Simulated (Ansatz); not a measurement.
## Geometry relaxation, with input and output: SiO2 (part 1 of 3)

The run: geometry relaxation of SiO2 (6 atoms in the cell). Method and program: DFT LDA, scalar-relativistic, plane waves, PAW, no spin polarisation (Ansatz 0.2.0).

The structure derives from an entry of the Crystallography Open Database.

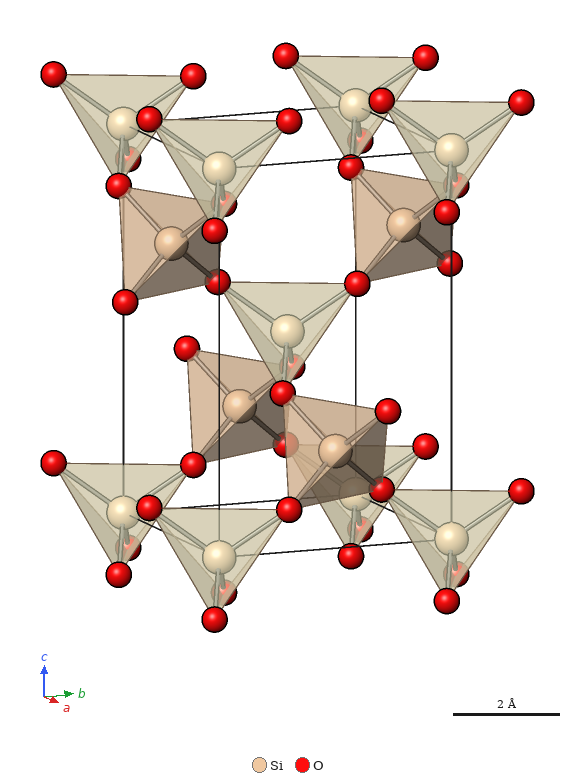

Figure 1. The starting structure (polyhedral view of the cell 2 times as large as that of the calculation, set on its symmetry axes, seen slightly off an axis; polyhedra are completed across the faces of the cell). An atom can appear more than once, as a periodic image.

### Input file
```yaml
crystal:
  lattice:
    - [-2.37405, 2.37405, 3.744]
    - [2.37405, -2.37405, 3.744]
    - [2.37405, 2.37405, -3.744]
  atoms:
    - { symbol: Si, position: [0.0, 0.0, 0.0] }
    - { symbol: Si, position: [0.75, 0.25, 0.5] }
    - { symbol: O, position: [0.99838, 0.625, 0.87338] }
    - { symbol: O, position: [0.375, 0.24838, 0.37338] }
    - { symbol: O, position: [0.75162, 0.125, 0.12662] }
    - { symbol: O, position: [0.875, 0.00162, 0.62662] }
basis:
  ecutwfc: 420
kpoints:
  mp_grid: { grid: [8, 8, 8] }
hamiltonian:
  xc: lda
scf:
  occupations: { method: gaussian, width: 0.02 }
output:
  forces: true
  stress: true
  eigenvalues: true
  write_density: true
  write_potential: true
  elf: true
  volumetric_format: npy
relax:
  adjacent_minimum: "off"
  f_tol: 0.005
  max_steps: 80
  cell: { stress_tol: 0.05 }
```

Run on 2 threads of Intel Xeon @ 2.50GHz (Skylake/Cascade Lake), 16 GiB of memory available, shared host.

Launch command:
```bash
ansatz run input.yaml --threads 2 --pin off --max-ram 5120MiB --backend cpu --events-out ev --progress --plain --runs-dir out
```

### Log
```
Engine: ansatz 0.2.0, x86_64-unknown-linux-gnu
Pseudopotentials: kind: paw
Pseudopotential: Si, paw, valence charge 4, recommended cutoff 420 eV (normal), Si.paw.azcp
Pseudopotential: O, paw, valence charge 6, recommended cutoff 420 eV (normal), O.paw.azcp
Functional definition: SPW92
  exchange = slater_x
  correlation = pw_c
Crystal: 6 atoms, lattice volume = 84.406 Å³
Basis set: ecut = 420 eV, 1637 PW (Γ)
Bands: 22, of which v1, the nominal top of the filled ones, is band 16 counted from 1 (15 counted from 0)
Symmetry: 8 space group operations
Space group: I-42d (ITA 122), of the structure as read, at distance tolerance 4.4e-5 Å
k-points: 59 of 512 (time reversal used)
Non-local potential: Si, projectors of the file, l = 0: 2, l = 1: 2, l = 2: 2
Non-local potential: O, projectors of the file, l = 0: 2, l = 1: 2, l = 2: 1
PAW form: soft (Blöchl's): semilocal exchange-correlation on the pseudo side does not see the compensation charge
PAW frozen core: Si, regenerated for the run's functional, and the local potential with it (the file was generated under x = pbe(κ = 0.804, μ = 0.2195149727645171), c = pbe(β = 0.06672455060314922))
PAW frozen core: O, regenerated for the run's functional, and the local potential with it (the file was generated under x = pbe(κ = 0.804, μ = 0.2195149727645171), c = pbe(β = 0.06672455060314922))
PAW one-centre angular grid: Si, 110 points (default); XC on 64 Gauss nodes
PAW one-centre angular grid: O, 110 points (default); XC on 64 Gauss nodes
Initial density: superposition of atomic densities (neutral atoms: chi_scale 0, normalization atom), corrected by the library's trained network
Initial wavefunctions: pseudopotential atomic-orbital guess
Functional: x = slater, c = lda
SCF iter   1: F=—  HF=-3445.355095 eV  |F-HF|=—  |Δ(HF+E_count)|=         —  Δρ=1.20e-2  dr2=1.09e-1  ethr=1.77e-3  ⟨swp⟩=7.0  Hψ=7712  notcnv=0
preconditioner: auto → none  [insulator: Δε(μ)=5.671 eV  Ē_g=16.267 eV  σ=0.020 eV  W_gap=1.00  n_scr=14 (ndim 8)  ℏωp=22.9 eV  f_vac=0.207  D(μ)=0.00/eV (n_scr^D=0)  ε∞_Penn≈3.0]
SCF iter   2: F=—  HF=-3445.328665 eV  |F-HF|=—  |Δ(HF+E_count)|=   2.64e-2  Δρ=5.88e-3  dr2=1.38e-2  ethr=3.42e-4  ⟨swp⟩=2.0  Hψ=2695  notcnv=0  defer=109
SCF iter   3: F=—  HF=-3445.323983 eV  |F-HF|=—  |Δ(HF+E_count)|=   4.68e-3  Δρ=1.43e-3  dr2=6.69e-4  ethr=4.32e-5  ⟨swp⟩=2.0  Hψ=2145  notcnv=0  defer=109
SCF iter   4: F=—  HF=-3445.323741 eV  |F-HF|=—  |Δ(HF+E_count)|=   2.42e-4  Δρ=8.79e-5  dr2=4.34e-6  ethr=2.09e-6  ⟨swp⟩=2.0  Hψ=2131  notcnv=0  defer=109
SCF iter   5: F=—  HF=-3445.323740 eV  |F-HF|=—  |Δ(HF+E_count)|=   6.64e-7  Δρ=3.37e-5  dr2=3.39e-7  ethr=1.36e-8  ⟨swp⟩=2.1  Hψ=1970  notcnv=0  defer=109
SCF iter   6: F=-3445.323740 eV  HF=-3445.323740 eV  |F-HF|=4.08e-10  |Δ(HF+E_count)|=   7.39e-9  Δρ=2.69e-6  dr2=2.32e-9  ethr=3.13e-10  ⟨swp⟩=14.0  Hψ=9547  notcnv=0
SCF 1 converged in 6 iterations: F = -3445.323740 eV  dr2 = 2.32e-9
  greatest PAW one-centre occupation: 0.857 electrons in one spin orbital (limit 2), on the O atom at site 5 (counted from 0), in its partial waves of l = 0
relax step   1: F+E_penalty+E_count = -3445.32374030 eV  Δ(F+E_penalty+E_count) = +0.000e0 eV  max|allowed force component| = 2.879e-1 eV/Å  Δτ_max = 0.0000 Å  P = -2.938 GPa  Ω = 84.406 Å³  (6 SCF iters, dr2 threshold 1.00e-7 eV, accepted)
Crystal: 6 atoms, lattice volume = 84.093 Å³
Initial density: handed on by an earlier stage of this run
Initial wavefunctions: those handed on with the density
iter 1 solved again at ethr=6.71e-6 eV; its pass at ethr=3.10e-3 eV (dr2=2.15e-3 eV) is discarded
SCF iter   1: F=—  HF=-3445.342811 eV  |F-HF|=—  |Δ(HF+E_count)|=         —  Δρ=1.84e-3  dr2=2.21e-3  ethr=6.71e-6  ⟨swp⟩=2.6  Hψ=8814  notcnv=0
preconditioner: auto → none  [insulator: Δε(μ)=5.883 eV  Ē_g=16.466 eV  σ=0.020 eV  W_gap=1.00  n_scr=14 (ndim 8)  ℏωp=22.9 eV  f_vac=0.196  D(μ)=0.00/eV (n_scr^D=0)  ε∞_Penn≈2.9]
SCF iter   2: F=—  HF=-3445.342032 eV  |F-HF|=—  |Δ(HF+E_count)|=   7.79e-4  Δρ=7.16e-4  dr2=2.53e-4  ethr=6.71e-6  ⟨swp⟩=2.0  Hψ=2365  notcnv=0
SCF iter   3: F=—  HF=-3445.341965 eV  |F-HF|=—  |Δ(HF+E_count)|=   6.73e-5  Δρ=2.92e-4  dr2=3.54e-5  ethr=7.90e-7  ⟨swp⟩=2.0  Hψ=2006  notcnv=0
SCF iter   4: F=—  HF=-3445.341958 eV  |F-HF|=—  |Δ(HF+E_count)|=   6.56e-6  Δρ=7.82e-5  dr2=1.58e-6  ethr=1.11e-7  ⟨swp⟩=2.1  Hψ=2000  notcnv=0
SCF iter   5: F=-3445.341958 eV  HF=-3445.341958 eV  |F-HF|=1.00e-9  |Δ(HF+E_count)|=   2.10e-7  Δρ=5.96e-6  dr2=8.75e-9  ethr=1.87e-9  ⟨swp⟩=10.5  Hψ=9721  notcnv=0
SCF 2 converged in 5 iterations: F = -3445.341958 eV  dr2 = 8.75e-9
  greatest PAW one-centre occupation: 0.858 electrons in one spin orbital (limit 2), on the O atom at site 5 (counted from 0), in its partial waves of l = 0
relax step   2: F+E_penalty+E_count = -3445.34195816 eV  Δ(F+E_penalty+E_count) = -1.822e-2 eV  max|allowed force component| = 1.957e-1 eV/Å  Δτ_max = 0.0064 Å  P = -1.640 GPa  Ω = 84.093 Å³  energy of the carried Pulay correction = +1.469e-3 eV  (5 SCF iters, dr2 threshold 6.00e-7 eV, accepted)
Crystal: 6 atoms, lattice volume = 84.225 Å³
Basis set: ecut = 420 eV, 1625 PW (Γ)
iter 1 solved again at ethr=2.82e-5 eV; its pass at ethr=3.10e-3 eV (dr2=9.04e-3 eV) is discarded
SCF iter   1: F=—  HF=-3445.362074 eV  |F-HF|=—  |Δ(HF+E_count)|=         —  Δρ=4.07e-3  dr2=9.63e-3  ethr=2.82e-5  ⟨swp⟩=2.6  Hψ=8555  notcnv=0
preconditioner: auto → none  [insulator: Δε(μ)=5.948 eV  Ē_g=16.565 eV  σ=0.020 eV  W_gap=1.00  n_scr=14 (ndim 8)  ℏωp=22.9 eV  f_vac=0.203  D(μ)=0.00/eV (n_scr^D=0)  ε∞_Penn≈2.9]
SCF iter   2: F=—  HF=-3445.358729 eV  |F-HF|=—  |Δ(HF+E_count)|=   3.35e-3  Δρ=1.60e-3  dr2=1.11e-3  ethr=2.82e-5  ⟨swp⟩=2.7  Hψ=2417  notcnv=0
SCF iter   3: F=—  HF=-3445.358566 eV  |F-HF|=—  |Δ(HF+E_count)|=   1.63e-4  Δρ=7.61e-4  dr2=2.46e-4  ethr=3.47e-6  ⟨swp⟩=2.1  Hψ=1982  notcnv=0
SCF iter   4: F=—  HF=-3445.358510 eV  |F-HF|=—  |Δ(HF+E_count)|=   5.63e-5  Δρ=2.08e-4  dr2=1.15e-5  ethr=7.70e-7  ⟨swp⟩=2.0  Hψ=2006  notcnv=0
SCF iter   5: F=-3445.358511 eV  HF=-3445.358511 eV  |F-HF|=2.08e-8  |Δ(HF+E_count)|=   1.28e-6  Δρ=2.40e-5  dr2=1.33e-7  ethr=1.87e-9  ⟨swp⟩=9.0  Hψ=10563  notcnv=0
SCF 3 converged in 5 iterations: F = -3445.358511 eV  dr2 = 1.33e-7
relax step   3: F+E_penalty+E_count = -3445.35851104 eV  Δ(F+E_penalty+E_count) = -1.655e-2 eV  max|allowed force component| = 4.557e-2 eV/Å  Δτ_max = 0.0232 Å  P = +0.369 GPa  Ω = 84.225 Å³  energy of the carried Pulay correction = +8.483e-4 eV  (5 SCF iters, dr2 threshold 6.00e-7 eV, accepted)
Crystal: 6 atoms, lattice volume = 84.826 Å³
Basis set: ecut = 420 eV, 1657 PW (Γ)
iter 1 solved again at ethr=4.84e-6 eV; its pass at ethr=3.10e-3 eV (dr2=1.55e-3 eV) is discarded
SCF iter   1: F=—  HF=-3445.358887 eV  |F-HF|=—  |Δ(HF+E_count)|=         —  Δρ=1.65e-3  dr2=1.60e-3  ethr=4.84e-6  ⟨swp⟩=2.6  Hψ=8219  notcnv=0
preconditioner: auto → none  [insulator: Δε(μ)=5.899 eV  Ē_g=16.529 eV  σ=0.020 eV  W_gap=1.00  n_scr=14 (ndim 8)  ℏωp=22.8 eV  f_vac=0.209  D(μ)=0.00/eV (n_scr^D=0)  ε∞_Penn≈2.9]
SCF iter   2: F=—  HF=-3445.358391 eV  |F-HF|=—  |Δ(HF+E_count)|=   4.97e-4  Δρ=8.03e-4  dr2=2.08e-4  ethr=4.84e-6  ⟨swp⟩=2.0  Hψ=1907  notcnv=0
SCF iter   3: F=—  HF=-3445.358356 eV  |F-HF|=—  |Δ(HF+E_count)|=   3.50e-5  Δρ=3.10e-4  dr2=4.98e-5  ethr=6.51e-7  ⟨swp⟩=2.0  Hψ=2006  notcnv=0
SCF iter   4: F=—  HF=-3445.358344 eV  |F-HF|=—  |Δ(HF+E_count)|=   1.18e-5  Δρ=7.98e-5  dr2=1.40e-6  ethr=1.56e-7  ⟨swp⟩=2.0  Hψ=2003  notcnv=0
SCF iter   5: F=-3445.358344 eV  HF=-3445.358344 eV  |F-HF|=3.81e-9  |Δ(HF+E_count)|=   2.87e-8  Δρ=8.00e-6  dr2=1.28e-8  ethr=1.50e-9  ⟨swp⟩=10.3  Hψ=9484  notcnv=0
SCF 4 converged in 5 iterations: F = -3445.358344 eV  dr2 = 1.28e-8
relax step   4: F+E_penalty+E_count = -3445.35834392 eV  Δ(F+E_penalty+E_count) = +1.671e-4 eV  max|allowed force component| = 4.176e-2 eV/Å  Δτ_max = 0.0121 Å  P = +0.240 GPa  Ω = 84.826 Å³  energy of the carried Pulay correction = -1.961e-3 eV  (5 SCF iters, dr2 threshold 4.79e-7 eV, accepted)
Crystal: 6 atoms, lattice volume = 86.748 Å³
Basis set: ecut = 420 eV, 1729 PW (Γ)
iter 1 solved again at ethr=5.30e-5 eV; its pass at ethr=3.10e-3 eV (dr2=1.70e-2 eV) is discarded
SCF iter   1: F=—  HF=-3445.360630 eV  |F-HF|=—  |Δ(HF+E_count)|=         —  Δρ=5.38e-3  dr2=1.77e-2  ethr=5.30e-5  ⟨swp⟩=2.3  Hψ=7979  notcnv=0
preconditioner: auto → none  [insulator: Δε(μ)=5.817 eV  Ē_g=16.502 eV  σ=0.020 eV  W_gap=1.00  n_scr=14 (ndim 8)  ℏωp=22.6 eV  f_vac=0.228  D(μ)=0.00/eV (n_scr^D=0)  ε∞_Penn≈2.9]
SCF iter   2: F=—  HF=-3445.354462 eV  |F-HF|=—  |Δ(HF+E_count)|=   6.17e-3  Δρ=2.51e-3  dr2=2.13e-3  ethr=5.30e-5  ⟨swp⟩=2.3  Hψ=2318  notcnv=0
SCF iter   3: F=—  HF=-3445.353977 eV  |F-HF|=—  |Δ(HF+E_count)|=   4.85e-4  Δρ=9.34e-4  dr2=4.75e-4  ethr=6.67e-6  ⟨swp⟩=2.0  Hψ=2360  notcnv=0
SCF iter   4: F=—  HF=-3445.353855 eV  |F-HF|=—  |Δ(HF+E_count)|=   1.22e-4  Δρ=2.78e-4  dr2=1.65e-5  ethr=1.48e-6  ⟨swp⟩=2.0  Hψ=2006  notcnv=0
SCF iter   5: F=-3445.353853 eV  HF=-3445.353853 eV  |F-HF|=1.64e-8  |Δ(HF+E_count)|=   1.43e-6  Δρ=3.12e-5  dr2=1.91e-7  ethr=1.87e-9  ⟨swp⟩=8.6  Hψ=10262  notcnv=0
SCF 5 converged in 5 iterations: F = -3445.353853 eV  dr2 = 1.91e-7
relax step   5: F+E_penalty+E_count = -3445.35385345 eV  Δ(F+E_penalty+E_count) = +4.490e-3 eV  max|allowed force component| = 6.832e-3 eV/Å  Δτ_max = 0.0408 Å  P = +0.033 GPa  Ω = 86.748 Å³  energy of the carried Pulay correction = -1.082e-2 eV  (5 SCF iters, dr2 threshold 6.00e-7 eV, accepted)
Crystal: 6 atoms, lattice volume = 86.622 Å³
iter 1 solved again at ethr=3.20e-7 eV; its pass at ethr=3.10e-3 eV (dr2=1.02e-4 eV) is discarded
SCF iter   1: F=—  HF=-3445.354507 eV  |F-HF|=—  |Δ(HF+E_count)|=         —  Δρ=4.13e-4  dr2=1.10e-4  ethr=3.20e-7  ⟨swp⟩=3.1  Hψ=7529  notcnv=0
preconditioner: auto → none  [insulator: Δε(μ)=5.828 eV  Ē_g=16.509 eV  σ=0.020 eV  W_gap=1.00  n_scr=14 (ndim 8)  ℏωp=22.6 eV  f_vac=0.223  D(μ)=0.00/eV (n_scr^D=0)  ε∞_Penn≈2.9]
SCF iter   2: F=—  HF=-3445.354466 eV  |F-HF|=—  |Δ(HF+E_count)|=   4.16e-5  Δρ=1.80e-4  dr2=1.16e-5  ethr=3.20e-7  ⟨swp⟩=2.1  Hψ=1907  notcnv=0
SCF iter   3: F=—  HF=-3445.354462 eV  |F-HF|=—  |Δ(HF+E_count)|=   3.98e-6  Δρ=6.02e-5  dr2=1.84e-6  ethr=3.63e-8  ⟨swp⟩=2.1  Hψ=1943  notcnv=0
SCF iter   4: F=—  HF=-3445.354463 eV  |F-HF|=—  |Δ(HF+E_count)|=   1.37e-6  Δρ=2.18e-5  dr2=1.16e-7  ethr=5.74e-9  ⟨swp⟩=2.0  Hψ=2009  notcnv=0
SCF iter   5: F=-3445.354463 eV  HF=-3445.354463 eV  |F-HF|=2.23e-10  |Δ(HF+E_count)|=   1.94e-8  Δρ=3.32e-6  dr2=2.17e-9  ethr=9.12e-12  ⟨swp⟩=6.0  Hψ=8120  notcnv=0
SCF 6 converged in 5 iterations: F = -3445.354463 eV  dr2 = 2.17e-9
relax step   6: F+E_penalty+E_count = -3445.35446292 eV  Δ(F+E_penalty+E_count) = -6.095e-4 eV  max|allowed force component| = 2.546e-4 eV/Å  Δτ_max = 0.0033 Å  P = -0.000 GPa  Ω = 86.622 Å³  energy of the carried Pulay correction = -1.024e-2 eV  (5 SCF iters, dr2 threshold 2.92e-9 eV, accepted)
Initial wavefunctions: pseudopotential atomic-orbital guess (no wavefunctions were taken with the density)
iter 1 solved again at ethr=3.16e-7 eV; its pass at ethr=3.10e-3 eV (dr2=1.01e-4 eV) is discarded
SCF iter   1: F=—  HF=-3445.370373 eV  |F-HF|=—  |Δ(HF+E_count)|=         —  Δρ=4.80e-4  dr2=2.47e-5  ethr=3.16e-7  ⟨swp⟩=3.0  Hψ=11639  notcnv=0
preconditioner: auto → none  [insulator: Δε(μ)=5.829 eV  Ē_g=16.509 eV  σ=0.020 eV  W_gap=1.00  n_scr=14 (ndim 8)  ℏωp=22.6 eV  f_vac=0.224  D(μ)=0.00/eV (n_scr^D=0)  ε∞_Penn≈2.9]
SCF iter   2: F=—  HF=-3445.370414 eV  |F-HF|=—  |Δ(HF+E_count)|=   4.09e-5  Δρ=2.25e-4  dr2=6.36e-6  ethr=7.72e-8  ⟨swp⟩=2.0  Hψ=2004  notcnv=0
SCF iter   3: F=—  HF=-3445.370426 eV  |F-HF|=—  |Δ(HF+E_count)|=   1.21e-5  Δρ=8.27e-5  dr2=1.51e-6  ethr=1.99e-8  ⟨swp⟩=2.0  Hψ=1959  notcnv=0
SCF iter   4: F=—  HF=-3445.370428 eV  |F-HF|=—  |Δ(HF+E_count)|=   2.33e-6  Δρ=6.36e-6  dr2=6.54e-9  ethr=4.71e-9  ⟨swp⟩=2.0  Hψ=2006  notcnv=0
SCF iter   5: F=—  HF=-3445.370428 eV  |F-HF|=—  |Δ(HF+E_count)|=   1.27e-8  Δρ=5.52e-7  dr2=8.92e-11  ethr=2.04e-11  ⟨swp⟩=3.0  Hψ=2230  notcnv=0
SCF iter   6: F=-3445.370428 eV  HF=-3445.370428 eV  |F-HF|=1.82e-12  |Δ(HF+E_count)|=  9.09e-13  Δρ=4.57e-8  dr2=5.06e-13  ethr=1.00e-12  ⟨swp⟩=6.1  Hψ=5863  notcnv=0
SCF 7 converged in 6 iterations: F = -3445.370428 eV  dr2 = 5.06e-13
```
